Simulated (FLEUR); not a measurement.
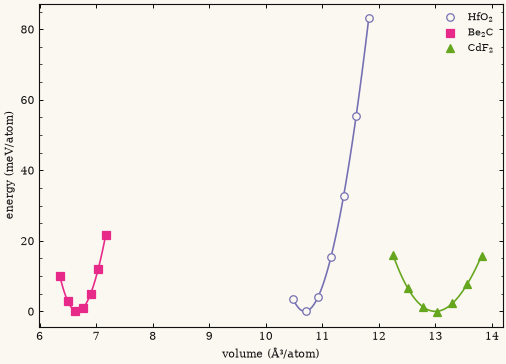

**Figure.** Energy against volume, with one curve for each compound, for Be₂C, CdF₂ and HfO₂ (all in space group Fm-3m (No. 225)).

Settings that differ: HfO2: k mesh 9×9×9; Be2C: k mesh 11×11×11; CdF2: k mesh 9×9×9.

The fitted equilibrium volumes, smallest first, are Be₂C 6.669, HfO₂ 10.691, CdF₂ 12.999 Å³/atom. The fitted bulk moduli, smallest first, are CdF₂ 108.3, Be₂C 206.0, HfO₂ 266.5 GPa.

Calculation (FLEUR MaX-R8.1 (later development tree)): all-electron LAPW DFT, no spin polarisation; energies at scaled volumes of the given cell, shape and fractions fixed, counted from the fit's minimum, third-order Birch-Murnaghan fit. Level: PBEsol.

```json
{"setting": "occupations", "value": "Fermi–Dirac"}
{"setting": "smearing width", "value": "0.05 eV"}
{"setting": "potentials", "value": "all electron"}
```
